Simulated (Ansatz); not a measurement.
# What a change does: single-point calculation on K

System: K (2 atoms in the cell).
Method of run A: DFT, revPBE, plane waves (420 eV) with PAW, scalar-relativistic, no spin polarisation (Ansatz 0.2.0).

Text and figures count atoms from 1; the logs count them from 0 in places.

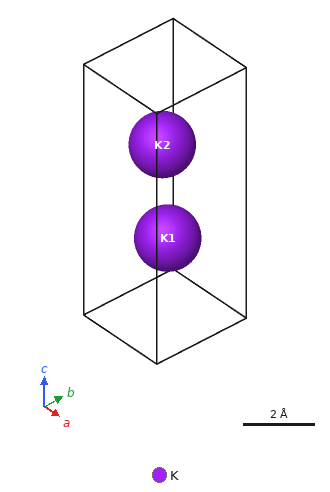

**Figure 1.** The input geometry (spheres-only view of the cell of the calculation, seen slightly off an axis; atoms are numbered from 1 in the order of the input).

## The input, run A
```yaml
crystal:
  lattice:
    - [4.6375966686, 0.0, 0.0]
    - [-2.3187983343, 4.0162765275, 0.0]
    - [0.0, 0.0, 7.5641853272]
  atoms:
    - { symbol: K, position: [0.3333333333, 0.6666666667, 0.25] }
    - { symbol: K, position: [0.6666666667, 0.3333333333, 0.75] }
hamiltonian:
  xc: revpbe
  pseudopotentials:
    kind: paw
    azcp:
      K: "pseudopotentials/K.paw.azcp"
basis:
  ecutwfc: 420
  fft_grid_basis: typed
kpoints:
  mp_grid: { grid: [9, 9, 5], shift: [0, 0, 0] }
magnetization:
  spin_polarized: false
scf:
  occupations: { method: fermi_dirac, width: 0.1 }
  lower_state_search: "off"
output:
  stress: true
```

Hardware: 2 threads of an Arm (aarch64) CPU, shared host.

## Output, shortened to warnings, some set-up lines, iterations and results (run A)
```
Basis set: ecut = 420 eV, 2767 PW (Γ)
Symmetry: 24 space group operations
k-points: 36 of 405
Initial density: superposition of atomic densities (neutral atoms: chi_scale 0, normalization atom), corrected by the library's trained network
[...]
SCF iter   1: F=—  HF=-3081.762965 eV  |F-HF|=—  |Δ(HF+E_count)|=         —  Δρ=1.31e-3  dr2=1.57e-3  ethr=1.77e-3  ⟨swp⟩=6.3  Hψ=3078  notcnv=0
SCF iter   2: F=—  HF=-3081.762228 eV  |F-HF|=—  |Δ(HF+E_count)|=   7.37e-4  Δρ=7.63e-4  dr2=7.67e-4  ethr=8.71e-6  ⟨swp⟩=1.9  Hψ=964  notcnv=0
SCF iter   3: F=—  HF=-3081.762546 eV  |F-HF|=—  |Δ(HF+E_count)|=   3.18e-4  Δρ=2.61e-4  dr2=9.96e-5  ethr=4.26e-6  ⟨swp⟩=2.0  Hψ=725  notcnv=0
SCF iter   4: F=—  HF=-3081.762534 eV  |F-HF|=—  |Δ(HF+E_count)|=   1.24e-5  Δρ=1.15e-4  dr2=3.63e-5  ethr=5.53e-7  ⟨swp⟩=2.0  Hψ=686  notcnv=0
SCF iter   5: F=—  HF=-3081.762545 eV  |F-HF|=—  |Δ(HF+E_count)|=   1.12e-5  Δρ=6.31e-5  dr2=5.46e-6  ethr=2.02e-7  ⟨swp⟩=2.8  Hψ=815  notcnv=0
SCF iter   6: F=-3081.762545 eV  HF=-3081.762545 eV  |F-HF|=9.85e-8  |Δ(HF+E_count)|=   7.15e-8  Δρ=6.15e-6  dr2=9.30e-8  ethr=5.56e-10  ⟨swp⟩=2.7  Hψ=1786  notcnv=0
SCF 1 converged in 6 iterations: F = -3081.762545 eV  dr2 = 9.30e-8
SCF converged after 6 iterations
Free energy (F): -3081.762545 eV
Harris-Foulkes:  -3081.762545 eV  (|F-HF|=9.85e-8)
Internal energy: -3081.715090 eV  (E = F + TS)
E sigma→0 (E₀):  -3081.738818 eV
Entropy (-TS):   -0.047455 eV (-23.727 meV/atom)
Fermi energy:    2.059591 eV
--- Per-component energies (eV) ---
  E_band       = -281.137839
  E_kinetic    = 505.164813
  E_local      = -1489.089614  (includes V_loc(G=0)·N_el)
  E_nonlocal   = 24.629705
  E_hartree    = 530.986455
  E_xc         = -268.963878
  E_vxc        = -326.893174  (∫ρ·V_xc dr)
  E_paw        = -1568.710081  (= ΣΔE_a)
  E_vpaw       = -56.929022  (= ΣTr[D̂ρ^β])
  E_aug_tail   = -0.000007  (compensation charges beyond the density's cutoff)
  E_ewald      = -815.660292
  E_core_change = -0.072191  (= ΣΔE_core)
  E_smearing   = -0.047455  (= −TS)
  E_closure    = -0.000000  (closes the sum)
  Σ components = -3081.762545   (vs F -3081.762545, Δ=0.00e0)
--- Stress (GPa, compression-positive) ---
        0.476857      -0.000000      -0.000000
       -0.000000       0.476857      -0.000000
        0.000000      -0.000000       0.549889
  P = ⅓ Tr σ = 0.5012 GPa (5.012 kbar)
```

For run B the input was changed thus:
```diff
-    - [4.6375966686, 0.0, 0.0]
-    - [-2.3187983343, 4.0162765275, 0.0]
-    - [0.0, 0.0, 7.5641853272]
+    - [4.903165258, 0.0, 0.0]
+    - [-2.451582629, 4.2462656724, 0.0]
+    - [0.0, 0.0, 7.9973428807]
```

What does this change do to the results?

With the same functional and potentials, run B lies 12.7 meV per atom lower. The pressure goes from 0.50 to −0.11 GPa. The volume per atom goes from 70.44 to 83.25 Å³. The number of SCF iterations is the same. The plane waves at Γ go from 2767 to 3285.

## Output, shortened to warnings, some set-up lines, iterations and results (run B)
```
Basis set: ecut = 420 eV, 3285 PW (Γ)
Symmetry: 24 space group operations
k-points: 36 of 405
Initial density: superposition of atomic densities (neutral atoms: chi_scale 0, normalization atom), corrected by the library's trained network
[...]
SCF iter   1: F=—  HF=-3081.786950 eV  |F-HF|=—  |Δ(HF+E_count)|=         —  Δρ=1.22e-3  dr2=1.48e-3  ethr=1.77e-3  ⟨swp⟩=6.4  Hψ=3185  notcnv=0
SCF iter   2: F=—  HF=-3081.787158 eV  |F-HF|=—  |Δ(HF+E_count)|=   2.08e-4  Δρ=6.97e-4  dr2=6.98e-4  ethr=8.21e-6  ⟨swp⟩=2.1  Hψ=889  notcnv=0
SCF iter   3: F=—  HF=-3081.787855 eV  |F-HF|=—  |Δ(HF+E_count)|=   6.97e-4  Δρ=1.66e-4  dr2=8.86e-5  ethr=3.88e-6  ⟨swp⟩=2.8  Hψ=846  notcnv=0
SCF iter   4: F=—  HF=-3081.787873 eV  |F-HF|=—  |Δ(HF+E_count)|=   1.85e-5  Δρ=7.32e-5  dr2=3.37e-5  ethr=4.92e-7  ⟨swp⟩=2.0  Hψ=713  notcnv=0
SCF iter   5: F=—  HF=-3081.787882 eV  |F-HF|=—  |Δ(HF+E_count)|=   9.34e-6  Δρ=4.23e-5  dr2=3.05e-6  ethr=1.87e-7  ⟨swp⟩=1.8  Hψ=506  notcnv=0
SCF iter   6: F=-3081.787883 eV  HF=-3081.787883 eV  |F-HF|=1.04e-7  |Δ(HF+E_count)|=   8.69e-7  Δρ=5.62e-6  dr2=5.58e-8  ethr=5.56e-10  ⟨swp⟩=3.0  Hψ=1904  notcnv=0
SCF 1 converged in 6 iterations: F = -3081.787883 eV  dr2 = 5.58e-8
SCF converged after 6 iterations
Free energy (F): -3081.787883 eV
Harris-Foulkes:  -3081.787883 eV  (|F-HF|=1.04e-7)
Internal energy: -3081.735853 eV  (E = F + TS)
E sigma→0 (E₀):  -3081.761868 eV
Entropy (-TS):   -0.052030 eV (-26.015 meV/atom)
Fermi energy:    1.399224 eV
--- Per-component energies (eV) ---
  E_band       = -294.479071
  E_kinetic    = 504.382861
  E_local      = -1563.500872  (includes V_loc(G=0)·N_el)
  E_nonlocal   = 24.431106
  E_hartree    = 561.662961
  E_xc         = -268.533567
  E_vxc        = -326.298685  (∫ρ·V_xc dr)
  E_paw        = -1568.624205  (= ΣΔE_a)
  E_vpaw       = -56.815471  (= ΣTr[D̂ρ^β])
  E_aug_tail   = -0.000007  (compensation charges beyond the density's cutoff)
  E_ewald      = -771.481941
  E_core_change = -0.072191  (= ΣΔE_core)
  E_smearing   = -0.052030  (= −TS)
  E_closure    = -0.000000  (closes the sum)
  Σ components = -3081.787883   (vs F -3081.787883, Δ=0.00e0)
--- Stress (GPa, compression-positive) ---
       -0.121765      -0.000000      -0.000000
       -0.000000      -0.121765      -0.000000
       -0.000000      -0.000000      -0.078304
  P = ⅓ Tr σ = -0.1073 GPa (-1.073 kbar)
```

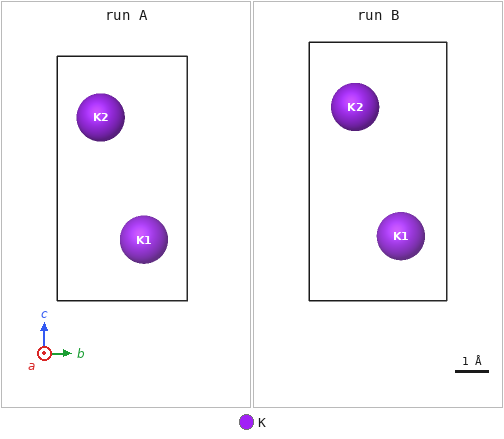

**Figure 2.** The two input geometries at one scale (ball-and-stick view of the cell of the calculation, along the a axis). The atoms keep their places relative to the cell (all moves are under 0.005 Å). Cell: a = b 4.638 → 4.903 Å (+5.7 %), c 7.564 → 7.997 Å (+5.7 %). Volume +18.2 %.

## The two runs side by side

| quantity | run A | run B |
| --- | --- | --- |
| outcome | converged | converged |
| free energy per atom (eV) | −1540.8813 | −1540.8939 |
| energy per atom, smearing taken to zero (eV) | −1540.8694 | −1540.8809 |
| pressure (GPa) | 0.50 | −0.11 |
| volume per atom (Å³) | 70.44 | 83.25 |
| SCF iterations | 6 | 6 |
| irreducible k-points | 36 | 36 |
| plane waves at Γ | 2767 | 3285 |
| wall time (shared host) | 1.5 s | 1.5 s |
